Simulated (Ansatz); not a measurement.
Hf₁₇O₃₁ (cell with a defect)

The calculation's input:

```
crystal:
  lattice:
    - [0.0, -7.208609557, -5.263967225]
    - [7.208609557, 0.0, 5.263967225]
    - [-7.208609557, 0.0, 5.263967225]
  atoms:
    - { symbol: Hf, position: [0.25, 0.25, 0.5] }
    - { symbol: Hf, position: [0.75, 0.5, 0.75] }
    - { symbol: Hf, position: [0.25, 0.5, 0.25] }
    - { symbol: Hf, position: [0.25, 0.0, 0.75] }
    - { symbol: Hf, position: [0.75, 0.25, 0.0] }
    - { symbol: Hf, position: [0.75, 0.75, 0.5] }
    - { symbol: Hf, position: [0.25, 0.75, 0.0] }
    - { symbol: Hf, position: [0.75, 0.0, 0.25] }
    - { symbol: Hf, position: [0.0, 0.5, 0.5] }
    - { symbol: Hf, position: [0.5, 0.75, 0.75] }
    - { symbol: Hf, position: [0.0, 0.75, 0.25] }
    - { symbol: Hf, position: [0.0, 0.25, 0.75] }
    - { symbol: Hf, position: [0.5, 0.5, 0.0] }
    - { symbol: Hf, position: [0.5, 0.0, 0.5] }
    - { symbol: Hf, position: [0.0, 0.0, 0.0] }
    - { symbol: Hf, position: [0.5, 0.25, 0.25] }
    - { symbol: Hf, position: [0.25, 0.2216260487, 0.7216260487] }
    - { symbol: O, position: [0.75, 0.4716260487, 0.9716260487] }
    - { symbol: O, position: [0.25, 0.4716260487, 0.4716260487] }
    - { symbol: O, position: [0.25, 0.9716260487, 0.9716260487] }
    - { symbol: O, position: [0.75, 0.2216260487, 0.2216260487] }
    - { symbol: O, position: [0.75, 0.7216260487, 0.7216260487] }
    - { symbol: O, position: [0.25, 0.7216260487, 0.2216260487] }
    - { symbol: O, position: [0.75, 0.9716260487, 0.4716260487] }
    - { symbol: O, position: [0.5, 0.5283739513, 0.7783739513] }
    - { symbol: O, position: [1.0, 0.7783739513, 0.0283739513] }
    - { symbol: O, position: [0.5, 0.7783739513, 0.5283739513] }
    - { symbol: O, position: [0.5, 0.2783739513, 0.0283739513] }
    - { symbol: O, position: [1.0, 0.5283739513, 0.2783739513] }
    - { symbol: O, position: [1.0, 0.0283739513, 0.7783739513] }
    - { symbol: O, position: [0.5, 0.0283739513, 0.2783739513] }
    - { symbol: O, position: [1.0, 0.2783739513, 0.5283739513] }
    - { symbol: O, position: [0.5, 0.2783739513, 0.5283739513] }
    - { symbol: O, position: [1.0, 0.5283739513, 0.7783739513] }
    - { symbol: O, position: [0.5, 0.5283739513, 0.2783739513] }
    - { symbol: O, position: [0.5, 0.0283739513, 0.7783739513] }
    - { symbol: O, position: [1.0, 0.2783739513, 0.0283739513] }
    - { symbol: O, position: [1.0, 0.7783739513, 0.5283739513] }
    - { symbol: O, position: [0.5, 0.7783739513, 0.0283739513] }
    - { symbol: O, position: [1.0, 0.0283739513, 0.2783739513] }
    - { symbol: O, position: [0.25, 0.9716260487, 0.4716260487] }
    - { symbol: O, position: [0.75, 0.2216260487, 0.7216260487] }
    - { symbol: O, position: [0.25, 0.2216260487, 0.2216260487] }
    - { symbol: O, position: [0.25, 0.7216260487, 0.7216260487] }
    - { symbol: O, position: [0.75, 0.9716260487, 0.9716260487] }
    - { symbol: O, position: [0.75, 0.4716260487, 0.4716260487] }
    - { symbol: O, position: [0.25, 0.4716260487, 0.9716260487] }
    - { symbol: O, position: [0.75, 0.7216260487, 0.2216260487] }
  host:
    lattice:
      - [3.6043047785, 0.0, 0.0]
      - [0.0, 3.6043047785, 0.0]
      - [0.0, 0.0, 5.263967225]
    atoms:
      - { symbol: Hf, position: [0.5, 0.5, 0.5] }
      - { symbol: Hf, position: [0.0, 0.0, 0.0] }
      - { symbol: O, position: [0.0, 0.5, 0.6932520973] }
      - { symbol: O, position: [0.5, 0.0, 0.8067479027] }
      - { symbol: O, position: [0.5, 0.0, 0.3067479027] }
      - { symbol: O, position: [0.0, 0.5, 0.1932520973] }
basis:
  ecutwfc: 420
  xc_grid: 2
kpoints:
  mp_grid: { grid: [2, 2, 2], shift: [0.5, 0.5, 0.5] }
hamiltonian:
  xc: pbe
scf:
  occupations: { method: gaussian, width: 0.01 }
output:
  forces: true
  stress: false
  eigenvalues: true
  charged_corrections: { defect_position: [0.25, 0.22162605, 0.72162605] }
  write_density: true
  write_potential: true
  elf: true
  volumetric_format: npy
relax:
  adjacent_minimum: "off"
  f_tol: 0.025
  max_steps: 45
```

Run with:

```sh
ansatz run input.yaml --threads 4 --pin off --max-ram 10240MiB --backend cpu --events-out ev --progress --plain --runs-dir out
```

The fields are those of the run's last geometry, not of the input's.

Computed with DFT PBE, scalar-relativistic, plane waves, PAW (Ansatz 0.2.0).

The density is the valence pseudo-density of a PAW calculation; it isn't the true density close to the nuclei.

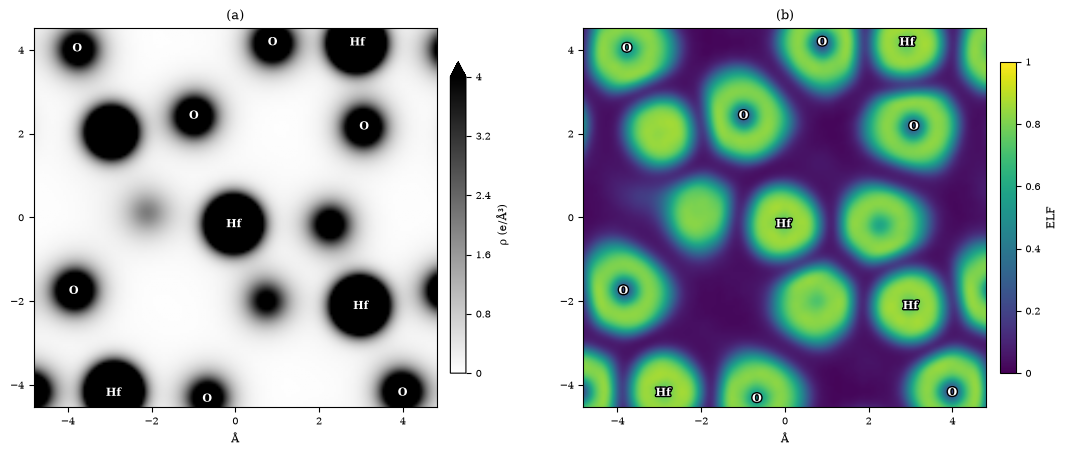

Figure 1. (a) valence electron density; (b) electron localisation function on the (010) plane of the calculation cell.

Describe what can be read from this map.

The plane passes through Hf and O nuclei. Atoms just off the plane (Hf, 0.3 Å away and O, 0.3 Å away) can leave unmarked features too. Hf–O (2.01 Å): ρ at the midpoint is about 0.94 e/Å³; the ELF peaks at about 0.85 in the valence shell of O, 0.6 Å from its nucleus, and drops to about 0.20 between the two atoms; no shared electron pair shows on this line. Hf–O (2.26 Å): ρ is about 0.47 e/Å³ halfway; the ELF peaks at about 0.85 in the valence shell of O, 0.6 Å from its nucleus, and drops to about 0.10 between the two atoms (no localised pair shows between them). Between the atoms the lowest density in this plane is 0.03 e/Å³. The features right at Hf lie inside the PAW spheres, where the map follows smoothed inner orbitals and isn't to be read closely.

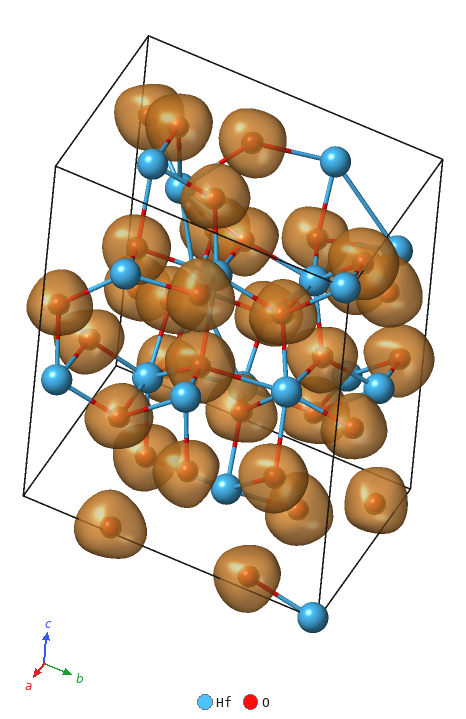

Figure 2. Isosurface of the electron localisation function at 0.6 (orange), seen at an oblique angle. Core shells and regions of very low density are left out. Sticks mark near contacts.

What do the ELF domains correspond to?

The ELF exceeds this value in 31 regions wrapped around O (the valence shell of each), counted in one cell of 48 atoms. Any copies at cell faces, edges or corners count once.


 Hf–Hf (2.74 Å): the ELF is about 0.50 at the midpoint.

Does the calculation give a band gap?

It is gapped, with a Kohn–Sham gap of 0.32 eV on the k-point mesh, an upper bound to the gap of this method.
